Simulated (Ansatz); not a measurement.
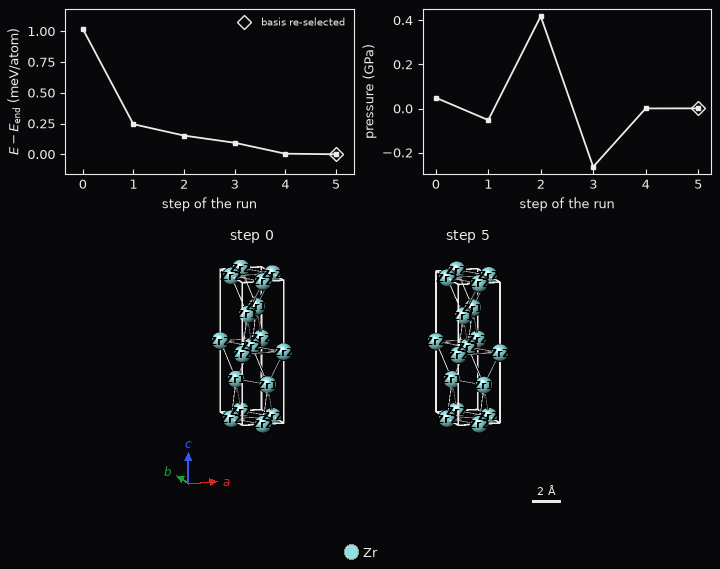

First and last geometry of a relaxation of a crystal of Zr (built on the Ga_15 type), with the history of the run. A ball-and-stick model of the conventional cell (4 times the calculation's cell), seen slightly off an axis. Lengths and directions refer to the drawn axes.

Case: Ga type (C2/c, No. 15).

Computed with DFT PBE, scalar-relativistic, plane waves, PAW in Ansatz 0.2.0.

Input file:
```yaml
crystal:
  lattice:
    - [0.0, 2.7476232722, 5.3066731147]
    - [1.5768410754, 0.0, 5.3066731147]
    - [1.5768410754, 2.7476232722, 0.0]
  atoms:
    - { symbol: Zr, position: [0.75, 0.75, 0.75] }
    - { symbol: Zr, position: [0.5, 0.5, 0.5] }
basis:
  ecutwfc: 420
kpoints:
  mp_grid: { grid: [20, 20, 20] }
hamiltonian:
  xc: pbe
scf:
  occupations: { method: gaussian, width: 0.1 }
output:
  forces: true
  stress: true
  eigenvalues: true
relax:
  adjacent_minimum: "off"
  f_tol: 0.01
  max_steps: 80
  cell: { stress_tol: 0.05 }
```

Q: Read the history and describe the run.

A: It converged. The atoms keep their places relative to the cell (all moves are under 0.005 Å). The volume changes by +0.1 %, with a 3.154 → 3.175 Å (+0.7 %), b 5.495 → 5.535 Å (+0.7 %), c 10.613 → 10.473 Å (−1.3 %). Among the contacts that change: Zr1–Zr2 3.090 → 3.066 Å, Zr1–Zr1 3.168 → 3.190 Å, Zr1–Zr1 (another image) 3.154 → 3.175 Å. The space group stays Fddd (No. 70). The energy falls by 1.0 meV per atom in 4 accepted moves (5 points after the start). All forces vanish by symmetry, so only the cell relaxes. The pressure goes from 0.05 to 0.00 GPa. The SCF was repeated once at an unchanged geometry on a basis and grid sized afresh for the cell, which shifted the energy by less than 0.05 meV per atom at most.
